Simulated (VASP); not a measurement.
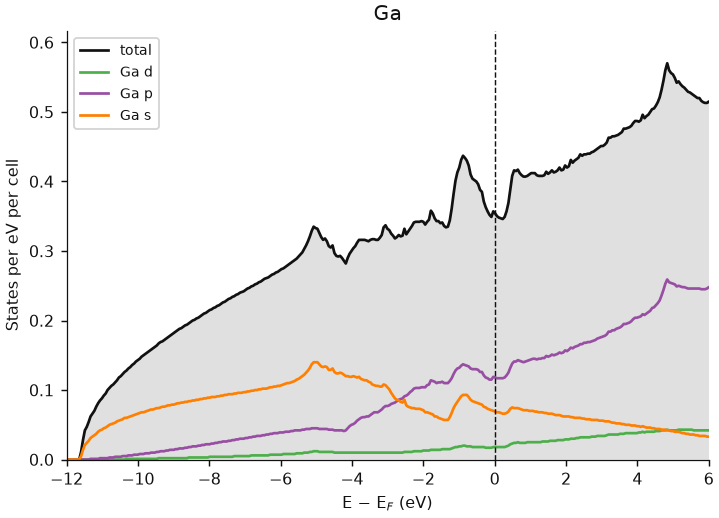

Density of states. Energies are counted from the Fermi level. The partial curves are projected inside the PAW spheres; the rest of the total lies in parts that aren't drawn and between the spheres.

Calculation on Ga, space group I4/mmm, 1 atom in the primitive cell; a = 2.808 Å, c = 4.458 Å (tetragonal axes).

Level of theory: PBE, VASP PAW PBE potentials, release 64 (Ga_d), no spin polarisation, no spin-orbit coupling, 16×16×16 k mesh in the self-consistent step, 520 eV cutoff, Fermi-Dirac smearing of 0.03 eV; code VASP.

### Metal or insulator, and how many states lie at the Fermi level?

It is a metal. The density of states at the Fermi level is about 0.35 per eV and cell (mean within 0.25 eV).

### What carries the states at the Fermi level?

By projected weight, the states within 0.3 eV of the Fermi level are Ga p (57 %) and Ga s (34 %).

The density of states was taken on a 24×24×24 mesh with the tetrahedron method. This isn't the form of Ga at room conditions, which is orthorhombic.
